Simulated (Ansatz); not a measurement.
Fe2Pt3

Input

```
crystal:
  lattice:
    - [1.373686, 0.793098, 11.0850816]
    - [-1.373686, 0.793098, 11.0850816]
    - [0.0, -1.5861959, 11.0850816]
  atoms:
    - { symbol: Fe, position: [0.899092, 0.899092, 0.899092], spin: 3.3 }
    - { symbol: Fe, position: [0.100908, 0.100908, 0.100908], spin: 3.3 }
    - { symbol: Pt, position: [0.296032, 0.296032, 0.296032], spin: 0.31 }
    - { symbol: Pt, position: [0.5, 0.5, 0.5], spin: 0.34 }
    - { symbol: Pt, position: [0.703968, 0.703968, 0.703968], spin: 0.31 }
basis:
  ecutwfc: 420
kpoints:
  mp_grid: { grid: [18, 18, 18] }
hamiltonian:
  xc: pbe
scf:
  occupations: { method: gaussian, width: 0.1 }
output:
  forces: true
  stress: true
  eigenvalues: true
  populations: true
  write_density: true
  write_potential: true
  elf: true
  volumetric_format: npy
magnetization:
  spin_polarized: true
relax:
  adjacent_minimum: "off"
  f_tol: 0.01
  max_steps: 80
  cell: { stress_tol: 0.05 }
```

Run with:

```sh
ansatz run input.yaml --threads 4 --pin off --max-ram 8192MiB --backend cpu --events-out ev --progress --plain --runs-dir out
```

Below, planes, directions and counts refer to the conventional cell (a = 2.75 Å, b = 2.75 Å, c = 33.26 Å, α = 90.00°, β = 90.00°, γ = 120.00°).

Space group R-3m; a structure generated by program, which may or may not match a known phase; spin-polarised.

Theory: Ansatz 0.2.0, DFT PBE, scalar-relativistic, plane waves, PAW.

Question: Predict the valence pseudo-density, electron localisation function and spin density between the atoms.

Answer: Fe–Fe (2.75 Å): the density is about 0.22 e/Å³ at the midpoint; the ELF is about 0.25 at the midpoint; no localised pair shows between them.
Pt–Pt (2.75 Å): ρ is about 0.4 e/Å³ halfway; the ELF is about 0.30 at the midpoint (no localised pair shows between them).
The spin density sits on Fe: +3.0 μB (×6) in one cell of 15 atoms, with smaller moments on other sites: Pt (up to +0.34 μB): parallel main moments (a ferromagnetic arrangement) in this solution. The cell of the calculation (5 atoms) carries 6.9 μB of net spin moment.

Question: Does the calculation make it a metal, or give it a gap?

Answer: It is metallic or semimetallic at this level of theory: no gap opens.

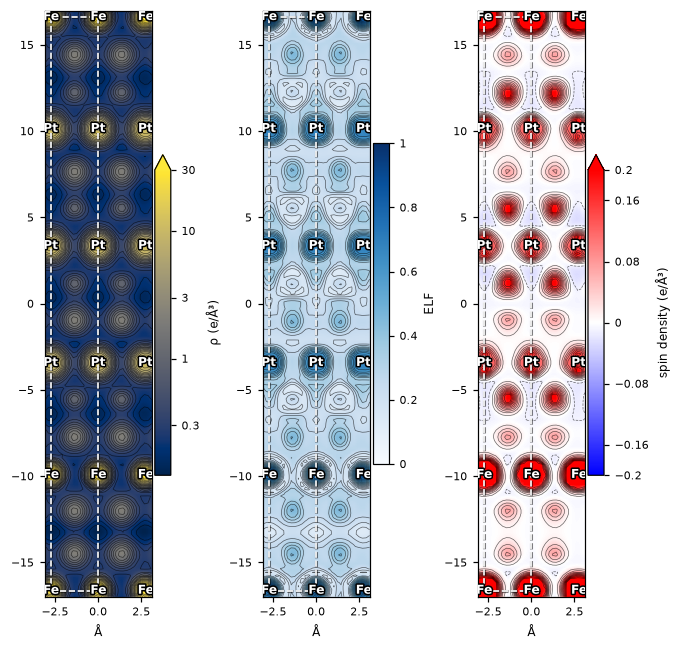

Computed valence pseudo-density, electron localisation function and spin density on the (100) plane of the conventional cell, in this order. Atoms just off the plane (Fe, 0.8 Å away and Pt, 0.8 Å away) can leave unmarked features too.

The density is the valence pseudo-density of a PAW calculation; it isn't the true density close to the nuclei.
